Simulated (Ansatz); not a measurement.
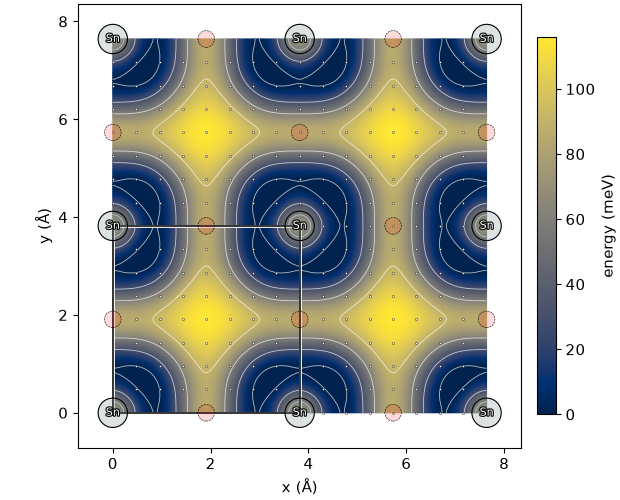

H on a two-dimensional sheet of SnO (4 atoms of substrate and one adsorbate in a 1 × 1 cell). H is moved over the surface cell at a fixed height above a rigid substrate; the origin of the map has the adsorbate above Sn4; the height is held at 2.20 Å. Places are given modulo a cell vector. The map is drawn in real space over the plane of the surface. The scan uses an 8 × 8 grid; 15 points were computed and 49 follow by symmetry. Energies: meV, counted from the lowest grid point. With one adsorbate in each 1 × 1 cell, its nearest image is 3.8 Å away, so neighbouring adsorbates interact. At a fixed height the lowest place need not be the adsorption site. Theory: DFT PBE+D3(BJ), scalar-relativistic, plane waves, PAW (Ansatz 0.2.0). Settings: cutoff 420 eV, k-mesh 7×7×1, gaussian smearing 0.05 eV, spin-polarised.

In the figure: a smooth colour map with a few white contour lines, dots at the grid points, labelled circles for the atoms of the top layer and small ones for the second layer, the outline of one cell of the 2 × 2 shown. Between grid points the surface is interpolated.

The lowest grid point is at (1/8, 2/8) of the cell vectors [nearest 1 Sn at 2.45 Å]. The same energy is found at (1/8, 6/8) of the cell vectors [nearest 1 Sn at 2.45 Å]; (6/8, 1/8) of the cell vectors [nearest 1 Sn at 2.45 Å]; (6/8, 7/8) of the cell vectors [nearest 1 Sn at 2.45 Å]. The highest grid point, a fourfold hollow over a third-layer Sn atom, (4/8, 4/8) of the cell vectors, lies 116 meV above the lowest. At the lowest point the adsorbate has 1 Sn at 2.45 Å as nearest neighbours, at the highest 4 Sn at 3.48 Å.

The scan is repeated with another setting: the height is held at 2.50 Å; all else is set up alike.

> How does the landscape change?

The minimum (interpolated where it lies between grid points) moves from (1/8, 2/8) of the cell vectors [nearest 1 Sn at 2.45 Å] to about (0.16, 0.16) of the cell vectors. The span from the lowest to the highest grid point shrinks from 116 to 42 meV. In the new map: at the lowest point the adsorbate has 1 Sn at 2.59 Å as nearest neighbours, at the highest 4 Sn at 3.68 Å.

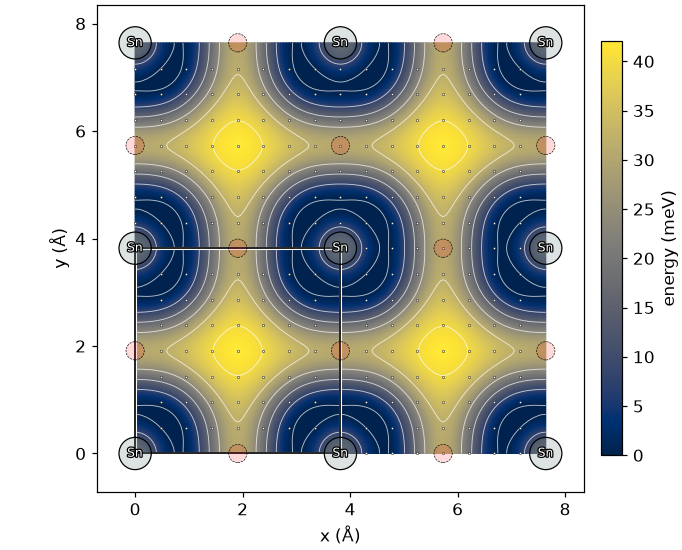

The map after the change, on a colour scale of its own. Drawn: a smooth colour map with a few white contour lines, dots at the grid points, labelled circles for the atoms of the top layer and small ones for the second layer, the outline of one cell of the 2 × 2 shown. Between grid points the surface is interpolated.

PAW datasets: the set soft_1.
